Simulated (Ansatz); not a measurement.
## Run report: C, molecular dynamics (part 3 of 3)

The same run, continued: C (P1, 16 atoms in the cell); DFT PBEsol, scalar-relativistic, plane waves, PAW, no spin polarisation (Ansatz 0.2.0); cutoff 420 eV, 4×4×4 k-mesh, Fermi–Dirac smearing of 0.17 eV. The structure was built on a prototype by a generator; it need not be a known phase. It belongs to a series of runs on one base structure; here: dynamics from the last frame of the run before.

Geometry of the input (Å; fractional positions):
```
0.0000  3.6852  3.6852
3.6852  0.0000  3.6852
3.6852  3.6852  0.0000
C  0.0190  0.0065  -0.0174
C  0.1431  0.1496  0.0866
C  -0.0163  -0.0286  0.5194
C  0.1149  0.0948  0.6389
C  0.0172  0.5047  -0.0048
C  0.1338  0.6168  0.1558
C  0.0070  0.4781  0.5027
C  0.1324  0.6238  0.6291
C  0.5021  0.0465  -0.0362
C  0.6032  0.1597  0.1221
C  0.4762  -0.0190  0.5082
C  0.6081  0.1109  0.6339
C  0.5035  0.5072  0.0024
C  0.6263  0.6351  0.1263
C  0.4968  0.4865  0.5114
C  0.6327  0.6274  0.6216
```

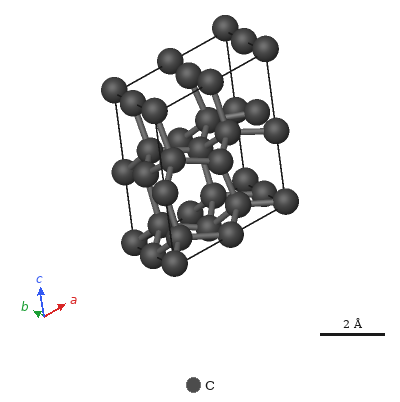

Fig. 1: The geometry at step 52 of the log (ball-and-stick view of the cell of the calculation, seen slightly off an axis).

## Trajectory as extended XYZ, continued
```
16
Lattice="0.0000 3.6852 3.6852 3.6852 0.0000 3.6852 3.6852 3.6852 0.0000" Properties=species:S:1:pos:R:3:forces:R:3 step=31 time_fs=31.0 energy=-3942.75432 temperature=1619.7
C    -0.0729   -0.0338    0.0125    2.1302   0.9286  -0.3777
C     0.8818    0.9781    0.8580    0.5246  -1.7965   1.1462
C     1.9981    1.9880    0.0449   -3.3940  -3.2132   0.9051
C     2.8263    2.7612    1.1132   -0.1677   0.6610  -4.0143
C     1.7479   -0.0266    1.7965    1.8019   0.1531  -0.6105
C     2.6911    0.8282    2.6850    0.3372   0.7587   2.2741
C     3.6901    1.6914    1.9036    0.6848   3.3398  -0.2365
C     4.6748    2.7810    2.8601   -1.0675  -0.7592  -2.7601
C    -0.0377    1.8023    1.8530    1.6500   2.8571  -3.1533
C     0.9117    2.7412    2.6939   -1.2945   1.6226   1.6553
C     1.8757    3.7658    1.8623   -0.1327  -1.9102   0.7596
C     2.8498    4.6852    2.7942   -2.1752  -1.5344   0.1856
C     1.7373    1.8419    3.5899    3.2261  -0.4106   1.7267
C     2.7163    2.7434    4.5711   -0.3398   0.2877  -0.6182
C     3.7168    3.6953    3.6212   -0.3748  -0.5581   3.3126
C     4.6452    4.6098    4.5930   -1.4086  -0.4262  -0.1946
16
Lattice="0.0000 3.6852 3.6852 3.6852 0.0000 3.6852 3.6852 3.6852 0.0000" Properties=species:S:1:pos:R:3:forces:R:3 step=34 time_fs=34.0 energy=-3941.97264 temperature=1219.8
C    -0.1021   -0.0207    0.0238    2.6189   0.8601  -0.8589
C     0.8410    0.9606    0.9186    1.4164  -1.9698  -1.7333
C     1.9910    2.0053   -0.0201   -2.0207  -3.1037   3.5410
C     2.8415    2.8077    1.0900   -1.3037  -0.5366  -3.3676
C     1.7272   -0.0530    1.7246    2.2207   1.2151   1.7441
C     2.6698    0.8666    2.6469    0.5408  -0.5675   3.1034
C     3.6629    1.7139    1.9307    1.8289   3.1310  -1.9981
C     4.6980    2.8010    2.8753   -2.1484  -1.2876  -4.0293
C    -0.0110    1.7684    1.8860    1.1908   3.8046  -3.7493
C     0.9050    2.6963    2.7021   -0.3837   3.3674   2.0799
C     1.8876    3.7898    1.8802   -0.3828  -2.9755   0.1387
C     2.8810    4.6890    2.8033   -3.7251  -2.1108   0.7116
C     1.7851    1.8501    3.5962    1.1790  -1.4385   1.2669
C     2.7065    2.7240    4.5524    0.2750   0.5373  -0.3822
C     3.7202    3.6787    3.6377    0.0794  -0.0457   3.2890
C     4.6487    4.5747    4.6050   -1.3855   1.1200   0.2441
16
Lattice="0.0000 3.6852 3.6852 3.6852 0.0000 3.6852 3.6852 3.6852 0.0000" Properties=species:S:1:pos:R:3:forces:R:3 step=36 time_fs=36.0 energy=-3941.59334 temperature=1025.5
C    -0.1113   -0.0084    0.0280    2.7339   0.7563  -1.2348
C     0.8191    0.9412    0.9533    1.9853  -1.7002  -3.4154
C     1.9774    2.0043   -0.0505   -1.0954  -2.8979   4.3742
C     2.8469    2.8371    1.0606   -2.0190  -1.4281  -2.3491
C     1.7220   -0.0662    1.6825    2.2191   1.6054   3.2073
C     2.6577    0.8905    2.6336    1.0028  -1.0446   3.2011
C     3.6515    1.7415    1.9415    2.2191   2.6947  -2.7815
C     4.7054    2.8094    2.8698   -2.7070  -1.5216  -4.1999
C     0.0118    1.7606    1.8933    0.1552   3.5808  -2.9814
C     0.8985    2.6791    2.7157    0.4262   3.9689   2.0931
C     1.8942    3.7944    1.8929   -0.5703  -3.1883  -0.3003
C     2.8876    4.6833    2.8120   -3.8776  -1.9152   0.5585
C     1.8226    1.8502    3.6058   -0.5839  -1.8693   0.6362
C     2.7009    2.7130    4.5383    0.9735   0.7990   0.0234
C     3.7226    3.6673    3.6619    0.2319   0.3251   2.5323
C     4.6455    4.5551    4.6137   -1.0938   1.8347   0.6363
16
Lattice="0.0000 3.6852 3.6852 3.6852 0.0000 3.6852 3.6852 3.6852 0.0000" Properties=species:S:1:pos:R:3:forces:R:3 step=39 time_fs=39.0 energy=-3941.62352 temperature=1040.9
C    -0.1088    0.0143    0.0266    2.5268   0.4117  -1.7407
C     0.7987    0.9026    0.9838    2.5685  -0.4701  -4.8053
C     1.9510    1.9858   -0.0698   -0.3486  -2.2639   4.1773
C     2.8423    2.8717    1.0038   -2.7148  -2.6428  -0.5430
C     1.7276   -0.0762    1.6399    2.0006   1.7083   4.7469
C     2.6463    0.9201    2.6324    2.0561  -1.1806   2.5696
C     3.6477    1.7984    1.9408    2.0851   1.5079  -3.1137
C     4.7000    2.8125    2.8370   -2.8524  -1.8538  -3.2120
C     0.0456    1.7696    1.8876   -1.6928   2.3600  -1.0580
C     0.8920    2.6771    2.7483    1.3543   3.8722   1.4092
C     1.9004    3.7823    1.9099   -0.8994  -2.7636  -0.7581
C     2.8749    4.6639    2.8278   -2.8933  -1.0156  -0.1435
C     1.8737    1.8390    3.6232   -3.0382  -1.9575  -0.2271
C     2.6990    2.7017    4.5180    2.1012   1.1343   1.0625
C     3.7275    3.6524    3.7120    0.1533   0.7843   0.5334
C     4.6345    4.5372    4.6310   -0.4066   2.3694   1.1024
16
Lattice="0.0000 3.6852 3.6852 3.6852 0.0000 3.6852 3.6852 3.6852 0.0000" Properties=species:S:1:pos:R:3:forces:R:3 step=41 time_fs=41.0 energy=-3942.02585 temperature=1247.0
C    -0.0969    0.0312    0.0189    2.0255  -0.0582  -1.8391
C     0.7951    0.8744    0.9856    2.6879   0.9226  -4.6465
C     1.9317    1.9641   -0.0658   -0.3223  -1.7127   3.2743
C     2.8287    2.8847    0.9628   -2.6764  -3.0999   0.4821
C     1.7394   -0.0761    1.6298    1.7840   1.5065   5.1437
C     2.6464    0.9351    2.6423    2.6628  -1.0937   1.7571
C     3.6537    1.8429    1.9280    1.5698   0.4287  -2.8693
C     4.6850    2.8073    2.8018   -2.3819  -1.8924  -1.8665
C     0.0622    1.7857    1.8787   -2.4747   1.3016  -0.0381
C     0.8927    2.6914    2.7760    1.5693   3.1295   0.4573
C     1.9010    3.7630    1.9184   -1.1042  -2.0678  -0.8491
C     2.8543    4.6465    2.8381   -1.8334  -0.3691  -0.5387
C     1.8967    1.8238    3.6344   -4.0380  -1.4851  -0.3648
C     2.7057    2.6986    4.5083    2.5309   1.1234   1.8327
C     3.7314    3.6454    3.7486   -0.0941   0.9745  -1.0514
C     4.6253    4.5344    4.6467    0.0947   2.3920   1.1163
16
Lattice="0.0000 3.6852 3.6852 3.6852 0.0000 3.6852 3.6852 3.6852 0.0000" Properties=species:S:1:pos:R:3:forces:R:3 step=44 time_fs=44.0 energy=-3942.79450 temperature=1640.6
C    -0.0677    0.0555   -0.0034    0.6961  -1.0592  -1.4397
C     0.8060    0.8393    0.9613    2.7149   3.2029  -2.9486
C     1.9004    1.9217   -0.0414   -0.6505  -1.0824   1.3415
C     2.7929    2.8856    0.9050   -1.6770  -2.9450   1.4955
C     1.7676   -0.0672    1.6453    1.2993   0.9950   4.6312
C     2.6628    0.9511    2.6667    2.8378  -0.9727   0.3750
C     3.6711    1.9110    1.8919    0.2686  -1.4983  -2.1755
C     4.6491    2.7887    2.7394   -0.8815  -1.1045   0.6353
C     0.0720    1.8165    1.8655   -2.7645  -0.1984   0.7190
C     0.9030    2.7304    2.8190    1.3087   1.2284  -1.3331
C     1.8953    3.7225    1.9262   -1.2455  -0.6141  -0.6965
C     2.8135    4.6186    2.8502   -0.1535   0.3623  -0.8287
C     1.9068    1.7930    3.6494   -4.0826   0.0244   0.2139
C     2.7308    2.7003    4.5053    2.2307   0.5915   2.6805
C     3.7364    3.6409    3.7956   -0.5933   1.1151  -3.1002
C     4.6124    4.5445    4.6765    0.6922   1.9552   0.4305
16
Lattice="0.0000 3.6852 3.6852 3.6852 0.0000 3.6852 3.6852 3.6852 0.0000" Properties=species:S:1:pos:R:3:forces:R:3 step=47 time_fs=47.0 energy=-3943.13891 temperature=1817.7
C    -0.0336    0.0724   -0.0359   -0.7361  -1.7511  -0.4722
C     0.8364    0.8268    0.9162    2.5710   4.4237  -0.3741
C     1.8646    1.8712   -0.0074   -0.9101  -0.7505  -0.6063
C     2.7452    2.8657    0.8577   -0.0483  -2.0168   2.0625
C     1.8051   -0.0511    1.6936    0.5948   0.4689   2.9399
C     2.6991    0.9601    2.6940    1.8208  -0.8126  -0.6192
C     3.6903    1.9681    1.8401   -1.3875  -3.4831  -1.4040
C     4.6073    2.7626    2.6816    1.1824   0.7667   3.0291
C     0.0623    1.8463    1.8572   -2.2758  -1.2280   0.8719
C     0.9225    2.7780    2.8526    0.5763  -1.1201  -2.8163
C     1.8807    3.6776    1.9290   -1.0082   0.9919  -0.4668
C     2.7714    4.5932    2.8564    1.2791   0.7367  -0.9211
C     1.8882    1.7625    3.6660   -2.5178   1.7202   0.9401
C     2.7714    2.7061    4.5214    0.9238  -0.1088   2.9715
C     3.7372    3.6444    3.8207   -0.9651   1.1322  -4.1129
C     4.6043    4.5684    4.7090    0.9006   1.0307  -1.0222
16
Lattice="0.0000 3.6852 3.6852 3.6852 0.0000 3.6852 3.6852 3.6852 0.0000" Properties=species:S:1:pos:R:3:forces:R:3 step=49 time_fs=49.0 energy=-3943.03337 temperature=1764.1
C    -0.0131    0.0769   -0.0598   -1.2796  -1.7250   0.4271
C     0.8670    0.8356    0.8835    1.9513   4.1217   1.3168
C     1.8371    1.8345    0.0138   -0.7216  -0.3386  -1.7206
C     2.7125    2.8439    0.8343    0.9541  -1.2594   2.2727
C     1.8328   -0.0383    1.7384    0.1333   0.1658   1.4726
C     2.7311    0.9627    2.7102    0.6056  -0.6147  -0.9084
C     3.6984    1.9932    1.7997   -2.2235  -4.3566  -0.7009
C     4.5831    2.7475    2.6541    2.2877   2.0460   4.1220
C     0.0464    1.8616    1.8551   -1.5647  -1.6340   0.8445
C     0.9382    2.8064    2.8643   -0.0787  -2.5968  -3.2597
C     1.8668    3.6510    1.9288   -0.5932   1.9216  -0.4685
C     2.7479    4.5790    2.8568    1.9421   0.7966  -0.9549
C     1.8650    1.7483    3.6805   -0.9350   2.4927   1.0529
C     2.8028    2.7099    4.5439   -0.2213  -0.2698   2.7501
C     3.7339    3.6512    3.8215   -1.0560   0.9876  -4.0927
C     4.6024    4.5889    4.7273    0.7995   0.2630  -2.1529
16
Lattice="0.0000 3.6852 3.6852 3.6852 0.0000 3.6852 3.6852 3.6852 0.0000" Properties=species:S:1:pos:R:3:forces:R:3 step=52 time_fs=52.0 energy=-3942.56799 temperature=1524.2
C     0.0100    0.0737   -0.0922   -1.2369  -1.1571   1.8630
C     0.9231    0.8721    0.8438   -0.4308   1.6512   3.5904
C     1.7926    1.7784    0.0342    0.6813   1.4354  -3.2612
C     2.6699    2.8043    0.8128    1.9769  -0.2143   2.2642
C     1.8748   -0.0183    1.8131   -0.3692  -0.1915  -0.6171
C     2.7814    0.9633    2.7290   -1.3317  -0.2418  -0.9486
C     3.6969    2.0046    1.7360   -2.2918  -4.2431   1.1945
C     4.5609    2.7376    2.6378    2.5614   2.8749   4.2900
C     0.0143    1.8745    1.8571    0.0384  -1.9907   0.8637
C     0.9604    2.8322    2.8626   -1.2094  -4.0995  -2.8460
C     1.8431    3.6232    1.9255    0.2984   2.7822  -0.8537
C     2.7245    4.5625    2.8517    2.3254   0.6817  -1.0204
C     1.8262    1.7424    3.7082    1.4930   2.9879   0.5903
C     2.8474    2.7143    4.5935   -1.9770   0.2533   1.5607
C     3.7229    3.6670    3.7985   -0.9216   0.3402  -3.1479
C     4.6041    4.6205    4.7407    0.3937  -0.8688  -3.5218
16
Lattice="0.0000 3.6852 3.6852 3.6852 0.0000 3.6852 3.6852 3.6852 0.0000" Properties=species:S:1:pos:R:3:forces:R:3 step=54 time_fs=54.0 energy=-3942.12880 temperature=1299.2
C     0.0203    0.0666   -0.1069   -0.8689  -0.7706   2.5714
C     0.9598    0.9042    0.8307   -2.7584  -1.0065   5.0081
C     1.7649    1.7460    0.0354    2.3398   3.4389  -4.2805
C     2.6490    2.7766    0.8075    2.3369   0.4045   1.9954
C     1.9015   -0.0055    1.8614   -0.6412  -0.3636  -1.7016
C     2.8104    0.9625    2.7377   -2.2444  -0.0054  -0.8084
C     3.6868    1.9951    1.6975   -1.6612  -3.3791   2.8396
C     4.5562    2.7423    2.6442    1.9412   2.5896   3.4864
C    -0.0077    1.8753    1.8618    1.2860  -2.1285   0.9550
C     0.9709    2.8336    2.8498   -1.9086  -4.3343  -1.9867
C     1.8280    3.6154    1.9201    0.8736   2.8576  -1.2622
C     2.7181    4.5543    2.8442    2.1355   0.5641  -1.1029
C     1.8053    1.7502    3.7293    2.7642   2.9760   0.0070
C     2.8700    2.7181    4.6334   -3.0201   0.9557   0.2699
C     3.7117    3.6792    3.7702   -0.6094  -0.3134  -2.0643
C     4.6070    4.6385    4.7362    0.0350  -1.4850  -3.9262
16
Lattice="0.0000 3.6852 3.6852 3.6852 0.0000 3.6852 3.6852 3.6852 0.0000" Properties=species:S:1:pos:R:3:forces:R:3 step=57 time_fs=57.0 energy=-3941.81740 temperature=1142.3
C     0.0310    0.0516   -0.1133   -0.3935  -0.4958   3.0014
C     0.9966    0.9439    0.8421   -4.9826  -3.9245   5.6999
C     1.7389    1.7198    0.0110    3.8702   5.4703  -4.4167
C     2.6318    2.7380    0.8112    2.5311   1.2935   1.2403
C     1.9373    0.0113    1.9228   -1.2398  -0.5099  -2.7942
C     2.8402    0.9615    2.7462   -2.6226   0.2672  -0.3300
C     3.6624    1.9616    1.6581   -0.4671  -1.8665   4.7098
C     4.5602    2.7640    2.6734    0.8773   1.4185   1.7889
C    -0.0319    1.8637    1.8747    2.8047  -2.0314   0.8467
C     0.9748    2.8103    2.8198   -2.3774  -3.3322  -0.4741
C     1.8110    3.6205    1.9040    1.2689   2.1051  -1.6863
C     2.7208    4.5453    2.8262    1.2690   0.5278  -1.2921
C     1.7912    1.7795    3.7603    3.7706   2.5494  -0.9800
C     2.8850    2.7300    4.6934   -3.9734   1.7125  -1.6915
C     3.6919    3.6950    3.7165    0.1885  -1.1816  -0.0960
C     4.6112    4.6563    4.7060   -0.5237  -2.0024  -3.5262
16
Lattice="0.0000 3.6852 3.6852 3.6852 0.0000 3.6852 3.6852 3.6852 0.0000" Properties=species:S:1:pos:R:3:forces:R:3 step=60 time_fs=60.0 energy=-3942.49662 temperature=1487.3
C     0.0385    0.0328   -0.0983   -0.3178  -0.4628   2.8148
C     0.9994    0.9574    0.8924   -3.7594  -3.4129   2.7694
C     1.7390    1.7312   -0.0432    2.5002   4.2057  -1.0040
C     2.6328    2.7088    0.8237    2.3988   2.0152   0.3096
C     1.9640    0.0245    1.9643   -2.2057  -0.4461  -3.2595
C     2.8517    0.9623    2.7525   -1.9292   0.4026   0.4522
C     3.6345    1.9143    1.6519    0.6084  -0.7013   4.9594
C     4.5708    2.7957    2.7157    0.3693  -0.1549   0.1016
C    -0.0365    1.8378    1.8933    3.1325  -1.1961  -0.0542
C     0.9621    2.7637    2.7861   -1.7531  -1.0138   0.7673
C     1.8027    3.6404    1.8760    0.9502   0.5576  -1.6499
C     2.7324    4.5403    2.7989    0.0151   0.7038  -1.3965
C     1.8036    1.8270    3.7843    3.4387   1.5347  -1.7487
C     2.8720    2.7536    4.7417   -3.5727   1.2207  -2.8626
C     3.6734    3.7026    3.6622    1.0191  -1.4098   1.8716
C     4.6117    4.6600    4.6509   -0.8946  -1.8424  -2.0705
16
Lattice="0.0000 3.6852 3.6852 3.6852 0.0000 3.6852 3.6852 3.6852 0.0000" Properties=species:S:1:pos:R:3:forces:R:3 step=62 time_fs=62.0 energy=-3942.94814 temperature=1718.0
C     0.0423    0.0185   -0.0769   -0.4542  -0.4680   2.4274
C     0.9854    0.9523    0.9386   -2.2381  -2.4169   0.1120
C     1.7500    1.7563   -0.0851    1.3242   2.6480   1.8020
C     2.6431    2.6970    0.8337    2.1497   2.2564  -0.1843
C     1.9734    0.0315    1.9791   -2.8981  -0.2519  -3.1338
C     2.8512    0.9644    2.7582   -1.1952   0.3711   1.0154
C     3.6179    1.8795    1.6676    1.2218  -0.0390   4.1838
C     4.5796    2.8170    2.7450    0.2806  -1.1972  -0.9619
C    -0.0271    1.8154    1.9059    2.5196  -0.3187  -0.8975
C     0.9463    2.7274    2.7662   -0.8030   0.8413   1.4541
C     1.8012    3.6566    1.8507    0.5486  -0.5266  -1.4607
C     2.7408    4.5396    2.7752   -0.7715   0.7976  -1.2406
C     1.8259    1.8653    3.7936    2.4216   0.4563  -2.0470
C     2.8488    2.7745    4.7629   -2.4995   0.3010  -3.2391
C     3.6648    3.7021    3.6326    1.2669  -1.0866   2.9019
C     4.6087    4.6550    4.6052   -0.8733  -1.3666  -0.7316
16
Lattice="0.0000 3.6852 3.6852 3.6852 0.0000 3.6852 3.6852 3.6852 0.0000" Properties=species:S:1:pos:R:3:forces:R:3 step=65 time_fs=65.0 energy=-3942.91630 temperature=1703.1
C     0.0450   -0.0059   -0.0308   -0.7139  -0.3851   1.5098
C     0.9523    0.9307    1.0066   -0.2733  -1.4035  -2.8266
C     1.7739    1.8087   -0.1352    0.6151   0.5526   4.3918
C     2.6711    2.6928    0.8474    1.5404   2.1002  -0.4565
C     1.9695    0.0409    1.9830   -3.5185   0.1991  -2.3029
C     2.8439    0.9696    2.7733   -0.3147   0.0342   1.6085
C     3.6009    1.8277    1.7149    1.9798   1.0628   2.0662
C     4.5944    2.8409    2.7824    0.1286  -2.3846  -2.2258
C     0.0009    1.7806    1.9187    0.7025   0.9011  -1.7575
C     0.9190    2.6798    2.7457    0.9398   3.3140   2.2443
C     1.8019    3.6770    1.8042    0.0598  -1.6074  -0.9897
C     2.7482    4.5434    2.7326   -1.5271   0.6988  -0.4688
C     1.8722    1.9240    3.7952    0.0996  -1.5367  -2.2997
C     2.8006    2.8067    4.7749   -0.2414  -1.0248  -3.5197
C     3.6593    3.6955    3.6061    0.9323  -0.1067   3.5270
C     4.5991    4.6399    4.5337   -0.4090  -0.4141   1.4993
16
Lattice="0.0000 3.6852 3.6852 3.6852 0.0000 3.6852 3.6852 3.6852 0.0000" Properties=species:S:1:pos:R:3:forces:R:3 step=67 time_fs=67.0 energy=-3942.55196 temperature=1517.4
C     0.0440   -0.0237    0.0064   -0.7632  -0.1861   0.6995
C     0.9283    0.9103    1.0419    0.7895  -0.9545  -3.9723
C     1.7926    1.8467   -0.1522    0.6526  -0.6813   4.8872
C     2.6962    2.6986    0.8548    0.9448   1.6304  -0.3116
C     1.9531    0.0477    1.9760   -3.3771   0.3948  -1.5373
C     2.8374    0.9734    2.7895   -0.0864  -0.3491   1.6698
C     3.5972    1.7970    1.7557    2.3824   1.8563   0.4801
C     4.6048    2.8477    2.7989   -0.1749  -2.7481  -2.6375
C     0.0233    1.7605    1.9206   -0.6874   1.5159  -1.7960
C     0.9037    2.6602    2.7406    1.9101   4.3295   2.4026
C     1.8028    3.6846    1.7690   -0.0960  -1.7948  -0.4582
C     2.7474    4.5488    2.7019   -1.6551   0.5277   0.3183
C     1.9046    1.9580    3.7870   -1.5065  -2.7717  -2.3943
C     2.7664    2.8246    4.7690    1.2439  -1.4341  -3.4404
C     3.6596    3.6902    3.6023    0.3858   0.5263   3.1908
C     4.5909    4.6278    4.4910    0.0376   0.1389   2.8994
16
Lattice="0.0000 3.6852 3.6852 3.6852 0.0000 3.6852 3.6852 3.6852 0.0000" Properties=species:S:1:pos:R:3:forces:R:3 step=70 time_fs=70.0 energy=-3942.04930 temperature=1259.6
C     0.0382   -0.0511    0.0654   -0.4172   0.4674  -0.8236
C     0.8978    0.8744    1.0705    1.8611  -0.0606  -4.5764
C     1.8247    1.8985   -0.1487    0.7495  -2.2914   4.2164
C     2.7388    2.7162    0.8645   -0.2654   0.4318   0.2547
C     1.9090    0.0600    1.9568   -2.1223   0.0534  -0.5444
C     2.8270    0.9765    2.8234   -0.1630  -0.8561   1.0456
C     3.6062    1.7627    1.8185    2.7292   2.7579  -1.3331
C     4.6189    2.8416    2.8079   -0.9142  -2.5820  -2.4282
C     0.0515    1.7400    1.9131   -2.2853   2.2676  -1.1806
C     0.8928    2.6570    2.7471    2.4964   4.3853   1.7493
C     1.8035    3.6855    1.7143   -0.1226  -1.3320   0.7981
C     2.7364    4.5600    2.6588   -1.2676   0.3606   1.5272
C     1.9429    1.9914    3.7605   -3.2842  -3.9054  -2.2258
C     2.7237    2.8431    4.7398    2.8306  -1.2562  -2.6531
C     3.6617    3.6857    3.6149   -0.4601   0.8840   1.7888
C     4.5792    4.6107    4.4455    0.6351   0.6756   4.3851
```
